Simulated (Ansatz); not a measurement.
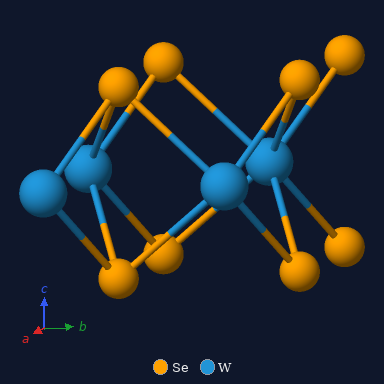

System: WSe₂ (a slab or sheet, periodic in two directions). The picture shows the slab (repeated in the plane, vacuum cut away).

The given structure:
```xyz
3
Lattice="3.2855 0.0000 0.0000 -1.6428 2.8453 0.0000 0.0000 0.0000 32.7375" Properties=species:S:1:pos:R:3 pbc="T T T"
Se    0.0000    1.8969   14.6841
W     1.6427    0.9484   16.3687
Se    0.0000    1.8969   18.0534
```

Computed with Ansatz 0.2.0: a free-standing sheet under strain in its plane, atoms relaxed at each strain, energy counts from the given unstrained cell, the sheet is isolated along c, plane waves with PAW datasets, Γ-centred k mesh. Level: PBE with D3(BJ), no spin polarisation.

- wave cutoff: 420 eV
- k mesh: 12×12×1
- occupations: Gaussian
- smearing width: 0.02 eV
- boundary: isolated
- strain kind: biaxial

Describe the result: the energy change against strain. The strain takes the values −4, −2, 0, 2, 4, 7 %.

The energy rises on both sides of the starting structure, which is therefore a minimum along this path. The energy change is 152 meV/cell at strain −4 % and 370 meV/cell at 7 %; the lowest computed point is at strain 0 % (0 meV/cell), and no other minimum shows among the points.

```tsv
strain (%)	energy change (meV/cell)
-4	152
-2	36
0	0
2	33
4	128
7	370
```

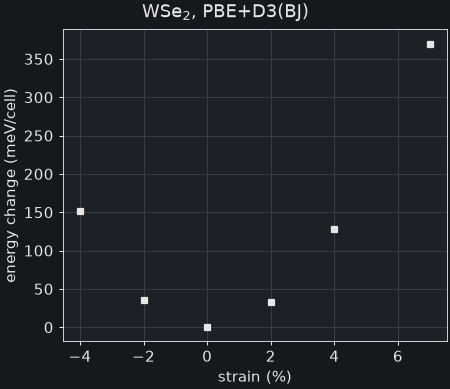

Limits of the calculation: a crossing between the sampled k points may be missed; xc potential rough in thin density.
